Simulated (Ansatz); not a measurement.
**C$_{12}$H: one change and its effect**

System: C$_{12}$H (defect cell, 13 atoms in the cell, total charge +1).
Method of the first run: DFT LDA, scalar-relativistic, plane waves, PAW, PAW set soft_1, no spin polarisation (Ansatz 0.2.0).

The structure derives from an entry of the Crystallography Open Database. Text and figures count atoms from 1; the logs count them from 0 in places.

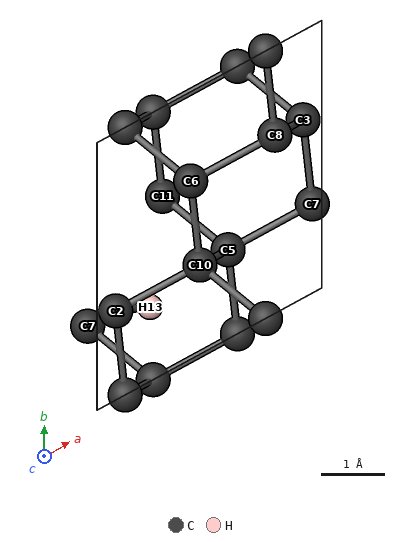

The structure (ball-and-stick view of the cell of the calculation, along the c axis; atoms are numbered from 1 in the order of the input).

Input, the first run:
```yaml
crystal:
  lattice:
    - [1.765748987, -3.531497974, -1.765748987]
    - [3.531497974, -1.765748987, 1.765748987]
    - [-1.765748987, -3.531497974, 1.765748987]
  atoms:
    - { symbol: C, position: [0.25, 1.0, 0.25] }
    - { symbol: C, position: [0.0833333333, 0.3333333333, 0.75] }
    - { symbol: C, position: [0.9166666667, 0.6666666667, 0.25] }
    - { symbol: C, position: [0.75, 1.0, 0.75] }
    - { symbol: C, position: [0.5833333333, 0.3333333333, 0.25] }
    - { symbol: C, position: [0.4166666667, 0.6666666667, 0.75] }
    - { symbol: C, position: [0.9583333333, 0.3333333333, 0.125] }
    - { symbol: C, position: [0.7916666667, 0.6666666667, 0.625] }
    - { symbol: C, position: [0.625, 1.0, 0.125] }
    - { symbol: C, position: [0.4583333333, 0.3333333333, 0.625] }
    - { symbol: C, position: [0.2916666667, 0.6666666667, 0.125] }
    - { symbol: C, position: [0.125, 1.0, 0.625] }
    - { symbol: H, position: [1.2361111111, 0.2777777778, 0.4583333333] }
total_charge: 1
basis:
  ecutwfc: 420
kpoints:
  mp_grid: { grid: [6, 6, 6] }
hamiltonian:
  xc: lda
  pseudopotentials: { kind: paw, azcp: { folder: soft_1 } }
scf:
  occupations: { method: gaussian, width: 0.05 }
output:
  forces: true
  stress: true
  eigenvalues: true
  write_density: true
  write_potential: true
  elf: true
  volumetric_format: npy
```

Launched with:
```bash
ansatz run input.yaml --threads 4 --pin off --max-ram 8192MiB --backend cpu --events-out ev --progress --plain --runs-dir out
```

Hardware: 4 threads of AMD EPYC (Zen 5), 32 GiB of memory available, shared host.

Output, shortened to warnings, some set-up lines, iterations and results (the first run):
```
Warning: [file] the record states the generating functional pbe (its physics header spells it `PBE`), which answers neither for hamiltonian.xc's functional nor for the lda family's — results may be inconsistent (PPs are generated against a specific XC)
Warning: [file] the record states the generating functional pbe (its physics header spells it `PBE`), which answers neither for hamiltonian.xc's functional nor for the lda family's — results may be inconsistent (PPs are generated against a specific XC)
Basis set: ecut = 420 eV, 1273 PW (Γ)
Symmetry: 1 space group operations
k-points: 112 of 216 (time reversal used)
Initial density: superposition of atomic densities (chi_scale 0.1, normalization cell, long waves kept (reshape's long-wave potential 0.03 eV rms))
[...]
SCF iter   1: F=—  HF=-2946.649306 eV  |F-HF|=—  |Δ(HF+E_count)|=         —  Δρ=1.52e-1  dr2=1.11e1  ethr=3.10e-3  ⟨swp⟩=5.9  Hψ=17990  notcnv=0  defer=311
SCF iter   2: F=—  HF=-2942.245509 eV  |F-HF|=—  |Δ(HF+E_count)|=    4.40e0  Δρ=5.60e-2  dr2=1.33e0  ethr=3.10e-3  ⟨swp⟩=3.0  Hψ=9058  notcnv=0  defer=783
SCF iter   3: F=—  HF=-2941.748374 eV  |F-HF|=—  |Δ(HF+E_count)|=   4.97e-1  Δρ=8.59e-3  dr2=4.03e-2  ethr=2.76e-3  ⟨swp⟩=2.2  Hψ=6597  notcnv=0  defer=783
SCF iter   4: F=—  HF=-2941.739824 eV  |F-HF|=—  |Δ(HF+E_count)|=   8.55e-3  Δρ=3.65e-3  dr2=7.65e-3  ethr=8.39e-5  ⟨swp⟩=2.6  Hψ=6589  notcnv=0  defer=780
SCF iter   5: F=—  HF=-2941.738155 eV  |F-HF|=—  |Δ(HF+E_count)|=   1.67e-3  Δρ=1.31e-3  dr2=8.38e-4  ethr=1.59e-5  ⟨swp⟩=2.2  Hψ=5378  notcnv=0  defer=779
SCF iter   6: F=—  HF=-2941.737956 eV  |F-HF|=—  |Δ(HF+E_count)|=   1.99e-4  Δρ=2.33e-4  dr2=2.80e-5  ethr=1.75e-6  ⟨swp⟩=2.0  Hψ=5437  notcnv=0  defer=779
SCF iter   7: F=—  HF=-2941.737957 eV  |F-HF|=—  |Δ(HF+E_count)|=   3.14e-7  Δρ=5.54e-5  dr2=1.12e-6  ethr=5.83e-8  ⟨swp⟩=2.0  Hψ=6481  notcnv=0  defer=779
SCF iter   8: F=-2941.737957 eV  HF=-2941.737957 eV  |F-HF|=5.10e-9  |Δ(HF+E_count)|=   2.78e-7  Δρ=1.83e-5  dr2=9.09e-8  ethr=2.08e-10  ⟨swp⟩=17.6  Hψ=33754  notcnv=0
SCF 1 converged in 8 iterations: F = -2941.737957 eV  dr2 = 9.09e-8
SCF converged after 8 iterations
Free energy (F): -2941.737957 eV
Harris-Foulkes:  -2941.737957 eV  (|F-HF|=5.10e-9)
Internal energy: -2941.737957 eV  (E = F + TS)
E sigma→0 (E₀):  -2941.737957 eV
Fermi energy:    14.873114 eV
--- Per-component energies (eV) ---
  E_band       = 220.502312
  E_kinetic    = 1085.065390
  E_local      = -643.373585  (includes V_loc(G=0)·N_el)
  E_nonlocal   = 285.833187
  E_hartree    = 150.781966
  E_xc         = -570.107706
  E_vxc        = -706.125013  (∫ρ·V_xc dr)
  E_paw        = -1109.880118  (= ΣΔE_a)
  E_vpaw       = -102.459939  (= ΣTr[D̂ρ^β])
  E_aug_tail   = -0.000477  (compensation charges beyond the density's cutoff)
  E_ewald      = -2140.810603
  E_core_change = 0.753990  (= ΣΔE_core)
  E_smearing   = -0.000000  (= −TS)
  E_closure    = -0.000000  (closes the sum)
  E_deformation_potential = 22.691671  (in the stress; not in F)
  Σ components = -2941.737957   (vs F -2941.737957, Δ=0.00e0)
--- Forces (eV/Å), atoms counted from 1 ---
  atom   1  C     -0.01683090     1.11240565    -0.77444961
  atom   2  C     -0.68990250    -0.63973659     2.20484881
  atom   3  C      0.48409077     0.43751186     0.14418007
  atom   4  C     -0.06968744     0.09786772     0.24046176
  atom   5  C      1.16763441     0.04914132    -0.79382699
  atom   6  C      0.07972822    -0.17047428     0.20501924
  atom   7  C     -0.37534458    -0.24755531     0.15350958
  atom   8  C      0.25117624     0.37243168     0.69318002
  atom   9  C      0.13691464     0.08929160    -0.73284300
  atom  10  C      0.72138456    -1.67690405    -0.42157970
  atom  11  C      0.20301196     0.14760251     0.01166482
  atom  12  C     -1.58850515     0.69458548    -0.34555214
  atom  13  H     -0.30368383    -0.26618580    -0.58458864
  max |Σ_I F_I| component: 2.42e-5 eV/Å
--- Stress (GPa, compression-positive) ---
       24.826941      -1.049522      -1.303933
       -1.049522      25.026094      -1.223460
       -1.303933      -1.223459      26.762225
  P = ⅓ Tr σ = 25.5384 GPa (255.384 kbar)
```

The second run used a changed input.

The two runs side by side:

| quantity | the first run | the second run |
| --- | --- | --- |
| outcome | converged | converged |
| free energy per atom (eV) | −226.2875 | −226.2845 |
| gap on the mesh (eV) | 2.04 | 2.79 |
| largest force (eV/Å) | 2.397 | 5.388 |
| SCF iterations | 8 | 9 |
| irreducible k-points | 112 | 112 |
| plane waves at Γ | 1273 | 1273 |
| wall time (shared host) | 3 s | 3.4 s |

Which change of the input explains these differences?

The change (lines with − go, lines with + come):
```diff
-    - { symbol: H, position: [1.2361111111, 0.2777777778, 0.4583333333] }
+    - { symbol: H, position: [1.2222222222, 0.2222222222, 0.5] }
```

With the same functional and potentials, the second run lies 3.0 meV per atom higher. The gap on the mesh goes from 2.04 to 2.79 eV. The largest force goes from 2.397 to 5.388 eV/Å. The SCF takes 9 iterations against 8.

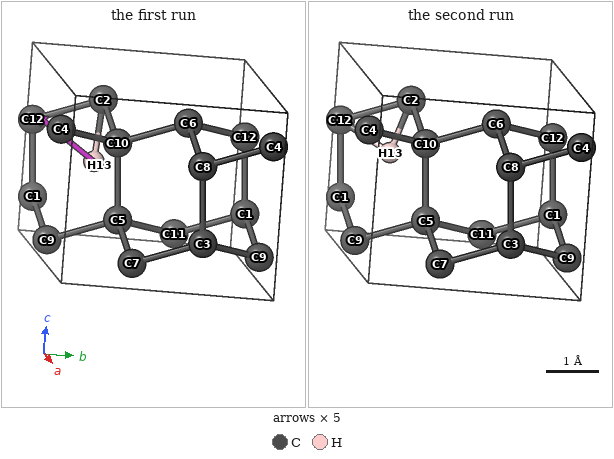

The two input geometries at one scale (ball-and-stick view of the cell of the calculation, seen slightly off an axis). The pink arrows on the first give the shifts of the atoms relative to the cell, magnified 5 times. H13 moves most: 0.29 Å. C stays in place. The lattice vectors keep their values. Among the contacts that change: C12–H13 1.501 → 1.213 Å, C2–H13 1.213 → 1.101 Å.

Output, shortened to warnings, some set-up lines, iterations and results (the second run):
```
Warning: [file] the record states the generating functional pbe (its physics header spells it `PBE`), which answers neither for hamiltonian.xc's functional nor for the lda family's — results may be inconsistent (PPs are generated against a specific XC)
Warning: [file] the record states the generating functional pbe (its physics header spells it `PBE`), which answers neither for hamiltonian.xc's functional nor for the lda family's — results may be inconsistent (PPs are generated against a specific XC)
Basis set: ecut = 420 eV, 1273 PW (Γ)
Symmetry: 1 space group operations
k-points: 112 of 216 (time reversal used)
Initial density: superposition of atomic densities (chi_scale 0.1, normalization cell, long waves kept (reshape's long-wave potential 0.03 eV rms))
[...]
SCF iter   1: F=—  HF=-2946.619880 eV  |F-HF|=—  |Δ(HF+E_count)|=         —  Δρ=1.52e-1  dr2=1.11e1  ethr=3.10e-3  ⟨swp⟩=5.9  Hψ=18396  notcnv=0  defer=230
SCF iter   2: F=—  HF=-2942.225715 eV  |F-HF|=—  |Δ(HF+E_count)|=    4.39e0  Δρ=5.72e-2  dr2=1.37e0  ethr=3.10e-3  ⟨swp⟩=3.0  Hψ=9096  notcnv=0  defer=769
SCF iter   3: F=—  HF=-2941.709152 eV  |F-HF|=—  |Δ(HF+E_count)|=   5.17e-1  Δρ=8.62e-3  dr2=3.84e-2  ethr=2.86e-3  ⟨swp⟩=2.1  Hψ=6703  notcnv=0  defer=769
SCF iter   4: F=—  HF=-2941.700018 eV  |F-HF|=—  |Δ(HF+E_count)|=   9.13e-3  Δρ=3.40e-3  dr2=5.55e-3  ethr=8.00e-5  ⟨swp⟩=2.7  Hψ=6556  notcnv=0  defer=769
SCF iter   5: F=—  HF=-2941.698884 eV  |F-HF|=—  |Δ(HF+E_count)|=   1.13e-3  Δρ=1.20e-3  dr2=6.33e-4  ethr=1.16e-5  ⟨swp⟩=2.2  Hψ=5198  notcnv=0  defer=769
SCF iter   6: F=—  HF=-2941.698743 eV  |F-HF|=—  |Δ(HF+E_count)|=   1.41e-4  Δρ=1.94e-4  dr2=1.42e-5  ethr=1.32e-6  ⟨swp⟩=2.1  Hψ=5428  notcnv=0  defer=769
SCF iter   7: F=—  HF=-2941.698745 eV  |F-HF|=—  |Δ(HF+E_count)|=   1.56e-6  Δρ=3.85e-5  dr2=6.29e-7  ethr=2.96e-8  ⟨swp⟩=2.0  Hψ=6683  notcnv=0  defer=769
SCF iter   8: F=—  HF=-2941.698745 eV  |F-HF|=—  |Δ(HF+E_count)|=   1.10e-7  Δρ=1.55e-5  dr2=1.05e-7  ethr=2.08e-10  ⟨swp⟩=17.7  Hψ=33153  notcnv=0
SCF iter   9: F=-2941.698745 eV  HF=-2941.698745 eV  |F-HF|=5.30e-9  |Δ(HF+E_count)|=   1.66e-9  Δρ=4.75e-6  dr2=1.03e-8  ethr=2.08e-10  ⟨swp⟩=8.8  Hψ=20378  notcnv=0
SCF 1 converged in 9 iterations: F = -2941.698745 eV  dr2 = 1.03e-8
SCF converged after 9 iterations
Free energy (F): -2941.698745 eV
Harris-Foulkes:  -2941.698745 eV  (|F-HF|=5.30e-9)
Internal energy: -2941.698745 eV  (E = F + TS)
E sigma→0 (E₀):  -2941.698745 eV
Fermi energy:    15.244570 eV
--- Per-component energies (eV) ---
  E_band       = 217.008313
  E_kinetic    = 1087.405686
  E_local      = -652.996252  (includes V_loc(G=0)·N_el)
  E_nonlocal   = 286.103772
  E_hartree    = 153.008000
  E_xc         = -570.559410
  E_vxc        = -706.716134  (∫ρ·V_xc dr)
  E_paw        = -1110.162002  (= ΣΔE_a)
  E_vpaw       = -102.803845  (= ΣTr[D̂ρ^β])
  E_aug_tail   = -0.000698  (compensation charges beyond the density's cutoff)
  E_ewald      = -2135.251831
  E_core_change = 0.753990  (= ΣΔE_core)
  E_smearing   = -0.000000  (= −TS)
  E_closure    = -0.000000  (closes the sum)
  E_deformation_potential = 22.691671  (in the stress; not in F)
  Σ components = -2941.698745   (vs F -2941.698745, Δ=0.00e0)
--- Forces (eV/Å), atoms counted from 1 ---
  atom   1  C      0.39241030     1.63638119    -1.34429738
  atom   2  C      0.06474239    -2.77696927     4.61642799
  atom   3  C      0.44806665     0.30667659    -0.08966348
  atom   4  C     -0.00364888     0.08671725     0.55492031
  atom   5  C      0.75876008     0.07293694    -0.46080961
  atom   6  C      0.05702910    -0.42102047     0.23991277
  atom   7  C     -0.66818321    -0.13143415     0.12874149
  atom   8  C      0.32585315     0.31367673     0.30668919
  atom   9  C      0.20362843    -0.15298254    -0.56748469
  atom  10  C      1.02000532    -1.34835142    -0.41686833
  atom  11  C     -0.13351970    -0.01791769     0.12375582
  atom  12  C     -3.49560659     1.33682582    -0.86907357
  atom  13  H      1.03046659     1.09546055    -2.22225306
  max |Σ_I F_I| component: 3.63e-6 eV/Å
--- Stress (GPa, compression-positive) ---
       26.151926      -2.129261      -0.956206
       -2.129261      27.992805      -5.616335
       -0.956206      -5.616335      30.048929
  P = ⅓ Tr σ = 28.0646 GPa (280.646 kbar)
```

For both runs: Warnings: the PAW datasets were made with another functional.
